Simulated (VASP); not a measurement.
# RPA total energies of SiC (Moissanite 3C), part 7 of 7

Wanted: where the RPA puts the energy minimum of SiC (Moissanite 3C). The scan starts from a database cell, scaled to the smallest volume of the series. The cell is of the zinc-blende type, one of the forms listed for this formula. The start is a cell from a database of measured crystal structures.

VASP 6.6.1, plane waves and PAW; the level of theory is named at each step.

So far. Step 33 (RPA correlation, volume ratio 1.06): Extrapolated by the program to an infinite response cutoff, the correlation energy is -6.5492 eV an atom, -7 meV against the point before. With exact exchange the total is -19.0893 eV an atom. Step 34 (Comparison: r2SCAN, volume ratio 1.06): Its energy is -9.6388 eV an atom, on a zero of its own.

### Step 35. Orbitals for comparison: HSE06, volume ratio 1.06 (continued)

Level of this step: PBE; plane waves and PAW (Si_GW, C_GW) (VASP).

OUTCAR, selected parts (step 35):

```text
  Total       -1.1465913     -1.1465913     -1.1465913     -0.0000000      0.0000000     -0.0000000
  in kB      -83.7551814    -83.7551814    -83.7551814     -0.0000000      0.0000000     -0.0000000
  external PRESSURE =     -83.7551814 kB  Pullay stress =       0.0000000 kB

 POSITION                                       TOTAL-FORCE (eV/Angst)
 -----------------------------------------------------------------------------------
      0.00000      0.00000      0.00000         0.000000      0.000000     -0.000000
      3.33260      3.33260      3.33260        -0.000000     -0.000000      0.000000
 -----------------------------------------------------------------------------------
    total drift:                                0.000000      0.000000      0.000000

  FREE ENERGIE OF THE ION-ELECTRON SYSTEM (eV)
  ---------------------------------------------------
  free  energy   TOTEN  =       -15.0277025707 eV

  energy  without entropy=      -15.0277025707  energy(sigma->0) =      -15.02770257

[... 2 parts as in an earlier step ...]

[... 1 further part left out ...]
[key lines of the parts left out:]
E-fermi :   7.3977
```

The run ends at a pressure of -8.38 GPa.

### Step 36. Comparison: HSE06, volume ratio 1.06

This step: HSE06; plane waves and PAW (Si_GW, C_GW) (VASP 6.6.1).

The comparison at this point.

INCAR reads:

```
SYSTEM = SiC
PREC = Accurate
ENCUT = 560
EDIFF = 1E-06
NELM = 100
ISMEAR = 0
SIGMA = 0.05
LREAL = .FALSE.
ALGO = Normal
LHFCALC = .TRUE.
AEXX = 0.25
GGA = PE
HFSCREEN = 0.2
LASPH = .TRUE.
NBANDS = 10
PRECFOCK = Fast
LWAVE = .FALSE.
LCHARG = .FALSE.
KPAR = 8
```

POSCAR reads:

```
SiC
1.0
    0.0000000000      2.2217363401      2.2217363401
    2.2217363401      0.0000000000      2.2217363401
    2.2217363401      2.2217363401      0.0000000000
Si C
1 1
Direct
    0.0000000000      0.0000000000      0.0000000000
    0.7500000000      0.7500000000      0.7500000000
```

KPOINTS reads:

```
Automatic mesh
0
Gamma
6 6 6
0 0 0
```

Potentials, in the order of the species: Si_GW and C_GW (PBE family, release 64).

The run starts from files that an earlier step left in the folder.

The run is started by

```bash
> mpirun -np 8 vasp_std
```

What it wrote:

```text
[... set-up lines as in an earlier step ...]
 entering main loop
       N       E                     dE             d eps       ncg     rms          rms(c)
DAV:   1    -0.173754566780E+02   -0.17375E+02   -0.30839E-01   420   0.617E+00    0.268E-01
DAV:   2    -0.173767500705E+02   -0.12934E-02   -0.35857E-03   358   0.435E-01    0.179E-01
DAV:   3    -0.173762228683E+02    0.52720E-03   -0.31114E-04   450   0.155E-01    0.107E-01
DAV:   4    -0.173760405542E+02    0.18231E-03   -0.87399E-05   470   0.945E-02    0.628E-02
DAV:   5    -0.173759818202E+02    0.58734E-04   -0.26900E-05   470   0.554E-02    0.369E-02
DAV:   6    -0.173759629412E+02    0.18879E-04   -0.78644E-06   466   0.326E-02    0.216E-02
DAV:   7    -0.173759570651E+02    0.58761E-05   -0.23598E-06   330   0.186E-02    0.127E-02
DAV:   8    -0.173759548074E+02    0.22577E-05   -0.65943E-07   176   0.106E-02    0.748E-03
DAV:   9    -0.173759543889E+02    0.41847E-06   -0.33946E-07   178   0.579E-03
   1 F= -.17375954E+02 E0= -.17375954E+02  d E =-.329905E-22
```

The job ended after 23 s (8 MPI ranks of Intel Xeon Platinum 8124M at 3.00GHz (Skylake/Cascade Lake), shared host; peak memory 1.8 GiB; 3 min of CPU time).

From OUTCAR (step 36):

```text
 POSITION                                       TOTAL-FORCE (eV/Angst)
 -----------------------------------------------------------------------------------
      0.00000      0.00000      0.00000        -0.000000     -0.000000     -0.000000
      3.33260      3.33260      3.33260         0.000000      0.000000      0.000000
 -----------------------------------------------------------------------------------
    total drift:                               -0.000002      0.000001     -0.000000

  FREE ENERGIE OF THE ION-ELECTRON SYSTEM (eV)
  ---------------------------------------------------
  free  energy   TOTEN  =       -17.3759543889 eV

  energy  without entropy=      -17.3759543889  energy(sigma->0) =      -17.37595439

[... 2 parts as in an earlier step ...]

[... 1 further part left out ...]
[key lines of the parts left out:]
E-fermi :   6.8702
```

Its energy is -8.6880 eV an atom, on a zero of its own.

### Step 37. Summary

This step: exact exchange and RPA correlation on PBE orbitals, beside r2SCAN, beside HSE06; plane waves and PAW (VASP 6.6.1).

Derived from the runs above.

This step gave:

```
equilibrium volume, EXX+RPA : 10.43 Å³/atom
bulk modulus                : 222.0 GPa
```

Energy above the lowest point against volume; values in meV/atom:

```tsv
volume (Å³/atom)	PBE	EXX	EXX+RPA	r2SCAN	HSE06
9.725	42.8	28.2	36.5	27.3	23.4
10.036	14.0	5.76	10.5	6.04	4.05
10.346	0.415	0	0	0	0
10.656	0	8.76	2.86	7.09	9.17
10.967	11.0	30.2	17.2	25.5	29.8
```

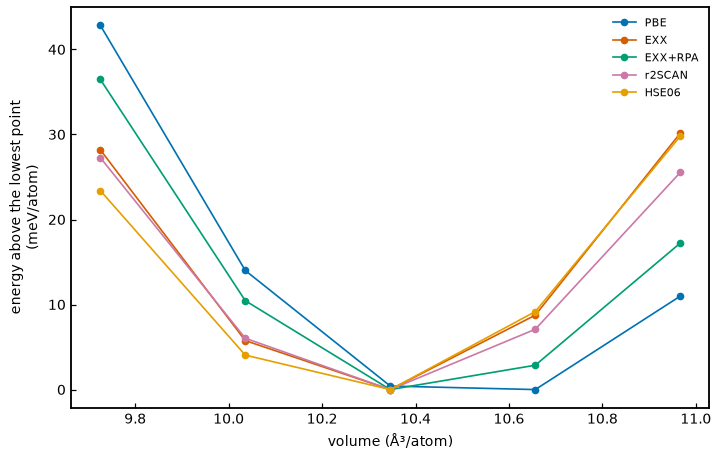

Energy above the lowest point, plotted against volume.

Cost is wall time times ranks on a shared host; the EXX and RPA rows hold the orbitals run too, the hybrid row not its starting run, and runs of a few seconds are mostly start-up. Fits of the equation of state:

```tsv
level	V0 (Å³/atom)	B0 (GPa)	fit error (meV/atom)	minimum inside the series	cost a point (core minutes)
PBE	10.51	213	6.59e-4	yes	0.28
EXX	10.31	252.8	3.45e-4	yes	3.53
EXX+RPA	10.43	222	0.006379	yes	18.24
r2SCAN	10.33	227.2	4.63e-4	yes	0.8
HSE06	10.28	232.9	6.22e-4	yes	3.33
```

### Step 38. Results

```
PBE     : V0 10.51 Å³/atom, B0 213 GPa
EXX     : V0 10.31 Å³/atom, B0 253 GPa
EXX+RPA : V0 10.43 Å³/atom, B0 222 GPa
r2SCAN  : V0 10.33 Å³/atom, B0 227 GPa
HSE06   : V0 10.28 Å³/atom, B0 233 GPa
```

In words: Exact exchange with RPA correlation puts the minimum at 10.43 Å³ an atom, with a bulk modulus of 222 GPa. PBE puts the volume 0.78 % above EXX+RPA, at roughly 1/65 of its cost. r2SCAN puts the volume 0.98 % below EXX+RPA, at roughly 1/23 of its cost. HSE06 puts the volume 1.4 % below EXX+RPA, at roughly 1/5 of its cost. Correlation widens the exact-exchange volume by 1.2 %. Mesh, ENCUT and response cutoff weren't varied, and the extrapolation in the response cutoff changes with the volume, so small differences in volume between the levels aren't resolved. Exact exchange and correlation are taken on one coarse mesh and aren't self-consistent; the correlation energy is extrapolated in the response cutoff by the program, which at the first volume adds -427 meV an atom to the value at the highest cutoff and varies with the volume; a small fit error says nothing about that part. NBANDS follows the largest plane-wave count of any k point, which rises in steps with the volume. The cheaper functionals share the mesh, and the fits are third-order Birch-Murnaghan curves. Not tabulated here, as repeats of values shown or as unfit to read for their mesh, reference level or band range: eps2 curves (empty bands); eps1 curves and static values (empty bands); gaps (empty bands).

[Lines on the potential files, build, host, timing and source positions are cut from VASP's logs without a mark.]

[Logs are printed without paths, hosts, clocks, repeated set-up lines and the standing remarks that a program may print on its own settings, such as how far it seeks lower states.]

[Hosts, paths, dates, database ids (printed as entryN), source tags and the programs' standing remarks are cut or masked in the printed files.]

[Pressures printed for these runs are not shown converged in the cutoff: they can be off by several GPa and have the wrong sign.]
